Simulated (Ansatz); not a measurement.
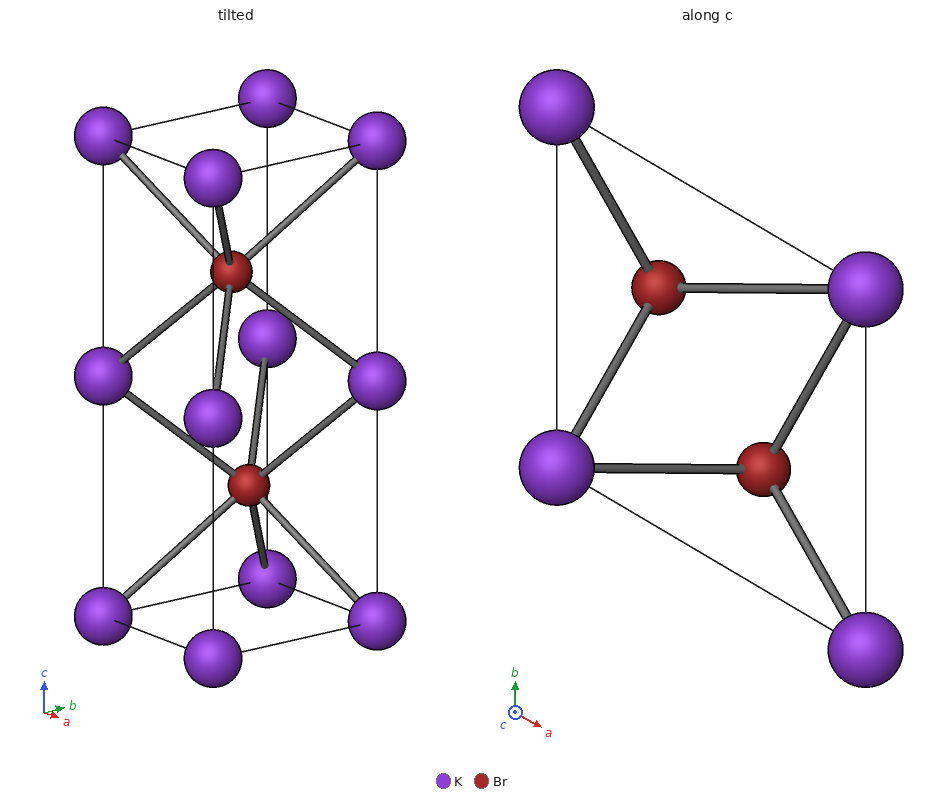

Structure drawing (ball-and-stick), viewed slightly off an axis and along the c axis. The frame is the unit cell; atoms at its boundary are shown with their periodic copies.

KBr, a = 4.559 Å, b = 4.584 Å, c = 8.020 Å, α = 90.00°, β = 90.00°, γ = 120.54°. Strictly the space group is P2_1/m (No. 11, within 0.01 Å). It is a distorted form of a primitive hexagonal structure, space group P6_3/mmc (No. 194) within 0.25 Å: nickel arsenide (NiAs) type. Provenance: a structure type filled with these elements by a generator (whether the compound takes this form wasn't checked). The cell was then strained or its atoms displaced on purpose. Ansatz was used for an electronic-structure calculation on it.

This one geometry was computed with Ansatz (DFT, plane waves, PAW) at three levels of theory: r2SCAN, PBE and HSE06. It was relaxed with r2SCAN and then strained.

**How does the band gap change with the level of theory?**

PBE: a gap of 4.34 eV, direct; r2SCAN: a gap of 4.98 eV, direct; HSE06: a gap of 5.50 eV, direct.

**Collect the results in a table.**

| level | cutoff (eV) | k-mesh of the run's cell | gap (eV) | pressure (GPa) |
| --- | --- | --- | --- | --- |
| r2SCAN | 500 | 6×6×4 | 4.98 | 0.0 |
| PBE | 420 | 6×6×4 | 4.34 | 0.7 |
| HSE06 | 420 | 6×6×2 | 5.50 | 0.4 |

Gaps are taken on the k-mesh or band path of each run.
